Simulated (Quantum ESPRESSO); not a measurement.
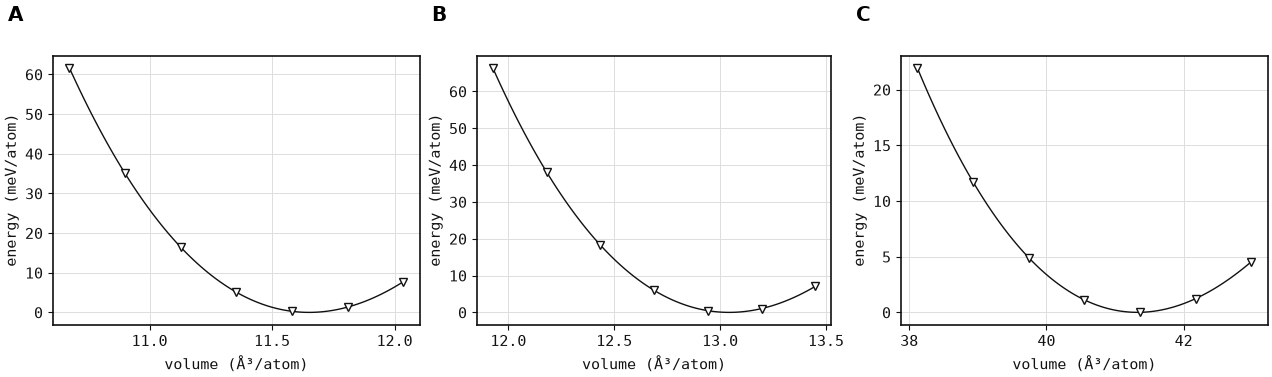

Each panel shows the energy against volume for one of these solids: I, Fmmm (No. 69); KTaO₃, Pm-3m (No. 221); TiO₂, I4_1/amd (No. 141).

Calculation (Quantum ESPRESSO 7.5): plane-wave DFT, no spin polarisation; energies at scaled volumes of the given cell, shape and fractions fixed, counted from the fit's minimum, third-order Birch-Murnaghan fit. Level: PBE.

Match the panels to the solids.

Answer. A is TiO₂ (energy from 0.27 meV/atom to 61.62 meV/atom, V0 11.65 Å³/atom, B0 207 GPa); B is KTaO₃ (energy from 0.47 meV/atom to 66.37 meV/atom, V0 13.04 Å³/atom, B0 189 GPa); C is I (energy from 0.00 meV/atom to 21.95 meV/atom, V0 41.33 Å³/atom, B0 23.8 GPa).

For I, limits of the calculation: shape and atomic fractions are frozen while scaling, which makes layered, chain and framework solids too stiff.

For TiO₂, limits of the calculation: shape and atomic fractions are frozen while scaling, which makes layered, chain and framework solids too stiff.
